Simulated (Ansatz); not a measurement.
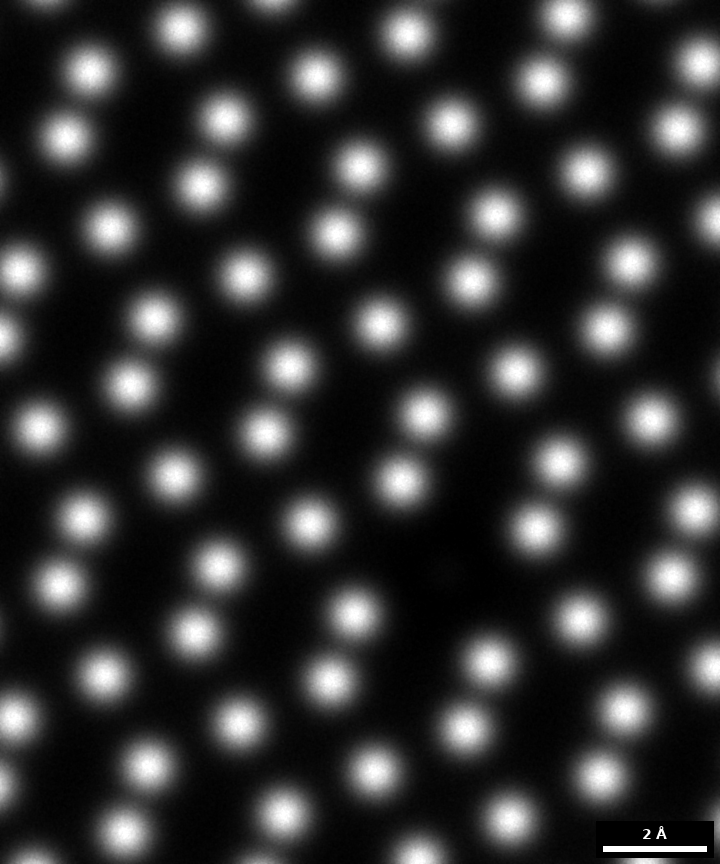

Dark-field STEM-like image of Ga (P6/mmm, No. 191) along [100]. Simulation: incoherent imaging, intensity Z^1.8 per atom, probe width 0.76 Å, thin sample. The probe carries 25 % of its weight in a tail 2.5 times as wide. Shot noise was added.

The sample is 1 repeat (4.8 Å) thick. One point defect was put into the perfect crystal, without relaxing the atoms around it. Brightness is counted from the darkest point of the image. Host structure: coordinates from a relaxation with DFT r2SCAN, scalar-relativistic, plane waves, PAW in Ansatz 0.2.0; the starting structure was generated, so it need not be a known form of this composition.

Question: Where is the defect (in Å from the left and the top edge), and what does its contrast suggest?

Answer: At about 9 Å from the left and 11 Å from the top. The column has all but vanished there, which points to a vacancy or a much lighter atom. The column holds 1 atom (Ga) through the sample, and one Ga atom is replaced by B, so its peak vanishes.
